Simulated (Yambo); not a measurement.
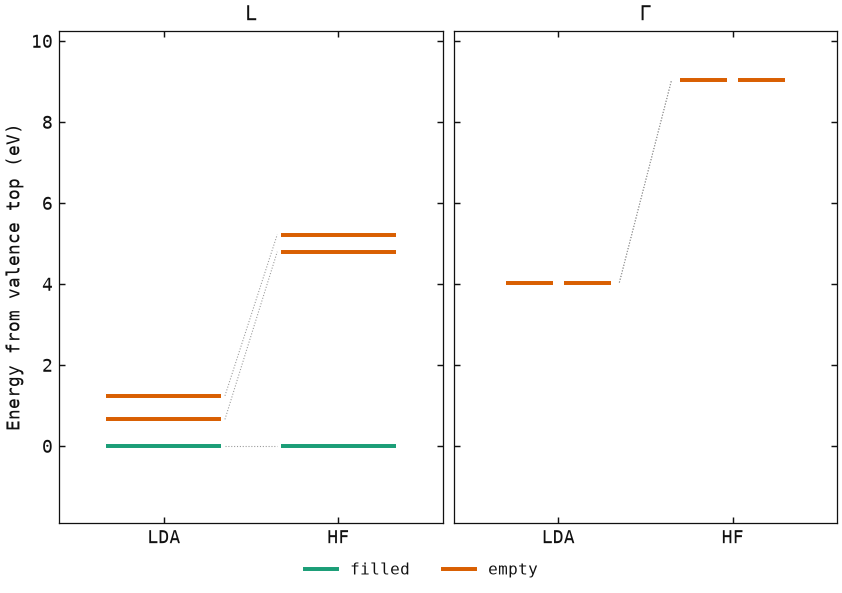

Levels at L and Γ in LDA and in HF, each set counted from its own valence top. Only the states that were corrected are drawn, so degenerate partners can be missing.

System: rocksalt PbTe, space group Fm-3m (No. 225), 2 atoms in the primitive cell; cubic a = 6.462 Å. Starting point: LDA, PseudoDojo 0.4.1 SR LDA standard, no spin polarisation, no spin-orbit coupling, 4×4×4 k mesh, 1088 eV cutoff, fixed occupations (Yambo 5.3.0). Many-body step: HF with cutoff of exchange and Vxc 80 Ry.

Q: By how much does the gap open?

A: Over the k points that were corrected, the smallest gap goes from 0.66 eV in LDA (direct at L) to 4.79 eV in HF (direct at L), a change of +4.13 eV (+631 %).

Q: Is the correction a rigid shift of the empty levels?

A: Counted from the valence top, the lowest empty level moves by +4.13 eV at L and +5.00 eV at Γ: a spread of 0.87 eV on a mean of 4.56 eV, so one scissor shift doesn't describe this level. Only two empty levels a point were corrected, so a higher one could drop under them. The top filled level also moves against the valence top, by −1.33 eV at Γ.

| k point | LDA direct gap (eV) | HF direct gap (eV) |
| --- | --- | --- |
| L | 0.66 | 4.79 |
| Γ | 5.34 | 11.68 |

Hartree-Fock has no screening and overstates gaps by far. The k mesh is coarse (spacing up to 0.42 Å⁻¹), so the values aren't converged. The potentials hold a filled d shell without the s and p states of that shell, which can shift GW gaps by tenths of an eV, either way. Spin-orbit coupling is left out, which matters for Pb and Te.
